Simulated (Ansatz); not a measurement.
System: BN.

Input file:

```
crystal:
  lattice:
    - [4.4389974929, 0.0, 0.0]
    - [0.0, 4.4389974929, 0.0]
    - [0.0, 0.0, 4.4389974929]
  atoms:
    - { symbol: B, position: [0.5, 0.0, 0.75] }
    - { symbol: B, position: [0.75, 0.5, 0.0] }
    - { symbol: B, position: [0.0, 0.75, 0.5] }
    - { symbol: B, position: [0.5, 0.0, 0.25] }
    - { symbol: B, position: [0.25, 0.5, 0.0] }
    - { symbol: B, position: [0.0, 0.25, 0.5] }
    - { symbol: "N", position: [0.0, 0.5, 0.75] }
    - { symbol: "N", position: [0.75, 0.0, 0.5] }
    - { symbol: "N", position: [0.5, 0.75, 0.0] }
    - { symbol: "N", position: [0.0, 0.5, 0.25] }
    - { symbol: "N", position: [0.25, 0.0, 0.5] }
    - { symbol: "N", position: [0.5, 0.25, 0.0] }
basis:
  ecutwfc: 420
kpoints:
  mp_grid: { grid: [6, 6, 6] }
hamiltonian:
  xc: pbe
scf:
  occupations: { method: gaussian, width: 0.02 }
output:
  forces: true
  stress: true
  eigenvalues: true
  write_density: true
  write_potential: true
  elf: true
  volumetric_format: npy
relax:
  adjacent_minimum: "off"
  f_tol: 0.01
  max_steps: 80
  cell: { stress_tol: 0.05 }
```

Run with:

```sh
ansatz run input.yaml --threads 1 --pin off --max-ram 2560MiB --backend cpu --events-out ev --progress --plain --runs-dir out
```

Below, planes, directions and counts refer to the conventional cell (a = 4.44 Å, b = 4.44 Å, c = 4.44 Å, α = 90.00°, β = 90.00°, γ = 90.00°).

The fields are those of the relaxed geometry.

Space group Pm-3n; a structure generated by program, which may or may not match a known phase.

The calculation used DFT PBE, scalar-relativistic, plane waves, PAW (Ansatz).

Q: Predict the valence pseudo-density and electron localisation function between the atoms.

A: B–N (1.57 Å): ρ at the midpoint is about 1.4 e/Å³; the ELF peaks at about 0.90 between the atoms: a polar covalent bond.

Q: Does the calculation give a band gap?

A: It is gapped, with a Kohn–Sham gap of 4.6 eV on the k-point mesh (the band edges may lie off the mesh, which would make the gap smaller).

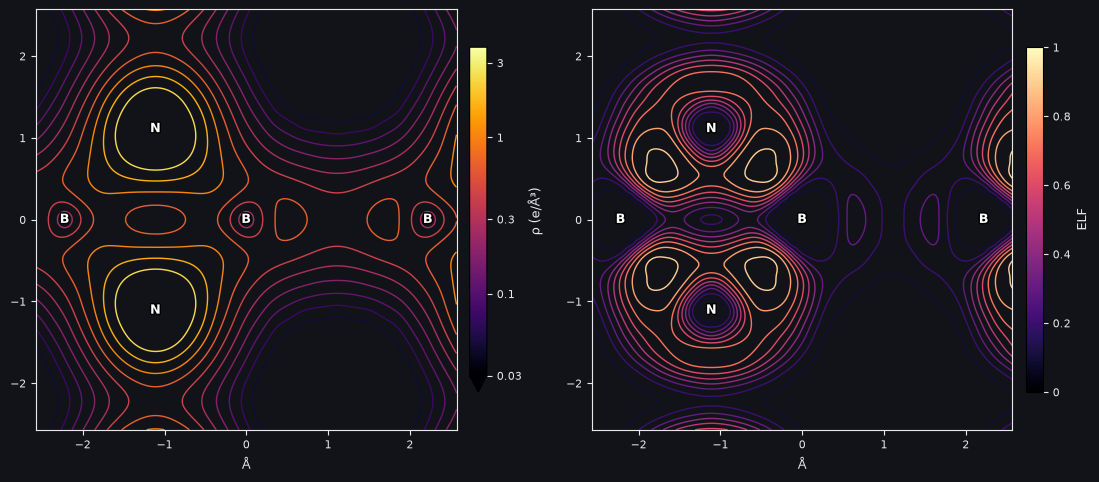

Computed valence pseudo-density and electron localisation function on the (001) plane of the conventional cell, in this order. 

Core electrons are frozen (PAW), and the valence fields are smoothed inside the atomic spheres.
